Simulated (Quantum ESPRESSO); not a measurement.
**Energy of Na along an even scaling of the cell**

System: Na (Im-3m, 1 atom in the cell).
Method: Kohn-Sham DFT of a periodic cell, PBE, SSSP 1.3 efficiency PBE, no spin polarisation (Quantum ESPRESSO 7.5).

The 7 runs differ only in the geometry, by an even scaling of the cell at fixed fractional positions. The structure derives from an entry of the Crystallography Open Database.

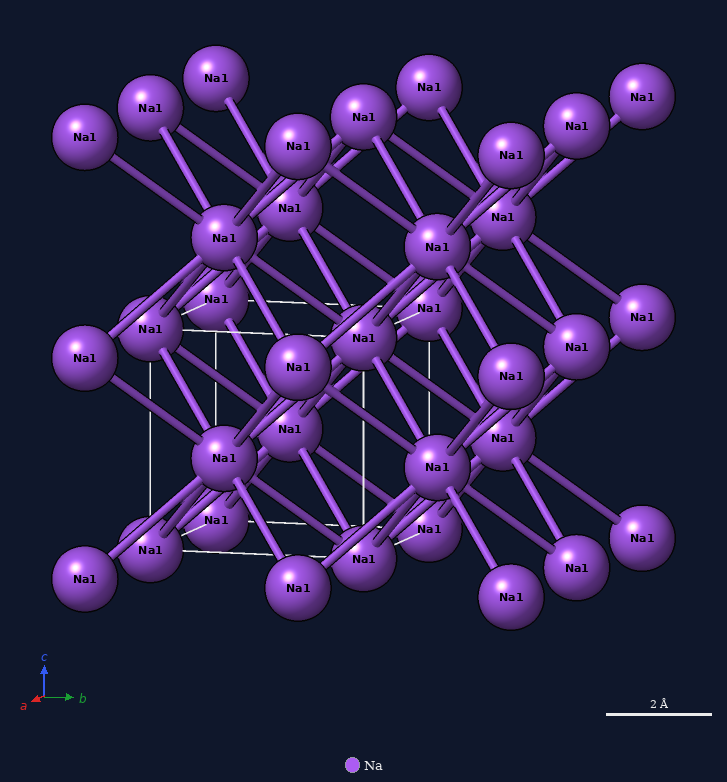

Figure 1. The structure of run 4 (ball-and-stick view of the cell 2 times as large as that of the calculation, set on its symmetry axes, repeated 2 × 2 × 2, seen slightly off an axis; atoms are numbered from 1 in the order of the input).

### Input of run 4
```
&CONTROL
  calculation = 'scf'
  prefix = 'pwscf'
  outdir = './tmp'
  pseudo_dir = './pseudo'
  tprnfor = .true.
  tstress = .true.
  disk_io = 'nowf'
/
&SYSTEM
  ibrav = 0
  nat = 1
  ntyp = 1
  ecutwfc = 55
  ecutrho = 440
  nbnd = 10
  occupations = 'smearing'
  smearing = 'fd'
  degauss = 0.00367493
/
&ELECTRONS
  conv_thr = 2d-10
  electron_maxstep = 120
  mixing_beta = 0.5
/
ATOMIC_SPECIES
Na    22.9898 na_pbe_v1.5.uspp.F.UPF
CELL_PARAMETERS angstrom
  -2.1410000000    2.1410000000    2.1410000000
   2.1410000000   -2.1410000000    2.1410000000
   2.1410000000    2.1410000000   -2.1410000000
ATOMIC_POSITIONS crystal
Na     0.0000000000    0.0000000000    0.0000000000
K_POINTS automatic
9 9 9 0 0 0
```

Command:
```bash
OMP_NUM_THREADS=1 pw.x -in pw.in > pw.out
```

Run 6 differs from it as follows:
```diff
-  -2.1410000000    2.1410000000    2.1410000000
-   2.1410000000   -2.1410000000    2.1410000000
-   2.1410000000    2.1410000000   -2.1410000000
+  -2.1691742836    2.1691742836    2.1691742836
+   2.1691742836   -2.1691742836    2.1691742836
+   2.1691742836    2.1691742836   -2.1691742836
```

### Results, with one run withheld

```tsv
run	volume per atom (Å³)	free energy per atom, from the lowest run given (meV)	pressure (GPa)
1	36.901	0.00	0.02
2	37.686	0.30	−0.14
3	38.471	1.33	−0.28
4	39.256	3.05	−0.41
5	40.041	5.37	−0.54
6	40.827	?	?
7	41.612	11.61	−0.73
```

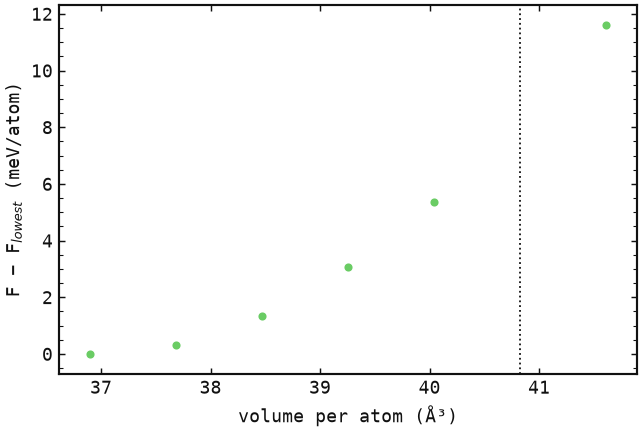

Figure 2. Free energy per atom of the runs given; the dotted line marks run 6.

What should run 6 give?

A cubic polynomial in V^(−2/3) (the Birch–Murnaghan form), fitted to the 6 runs given, misses them by at most 0.01 meV per atom. With x = V^(−2/3) − 0.08704 Å⁻², it reads F = 2.2874 − 1521.4 x + 2.5305e+05 x² − 2.2316e+05 x³ (meV per atom). At run 6 it gives 8.24 meV per atom, and the run itself gives 8.24. The slope of the fit gives a pressure −dF/dV of −0.64 GPa there, and the run prints −0.64 GPa. The fit has its minimum at 37.001 Å³ per atom, where V d²F/dV² gives 7.84 GPa: the bulk modulus at this level, since symmetry fixes the shape and the positions.

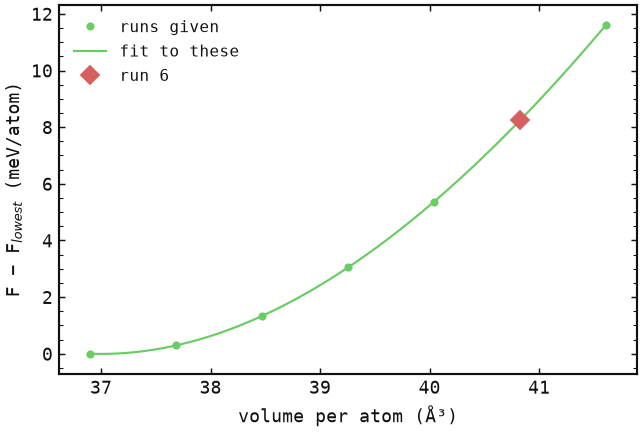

Figure 3. The fit and the withheld run.

### Some lines of the output (run 6)
```
[...]
     unit-cell volume          =     275.5116 (a.u.)^3
     number of k points=    35  Fermi-Dirac smearing, width (Ry)=  0.0037
     total energy              =     -95.34526861 Ry
     total energy              =     -95.34554023 Ry
     total energy              =     -95.34557708 Ry
     total energy              =     -95.34558319 Ry
     total energy              =     -95.34558466 Ry
     total energy              =     -95.34558502 Ry
     the Fermi energy is     1.2037 ev
!    total energy              =     -95.34558513 Ry
     The total energy is F=E-TS. E is the sum of the following terms:
     Computing stress (Cartesian axis) and pressure
          total   stress  (Ry/bohr**3)                   (kbar)     P=       -6.43
```
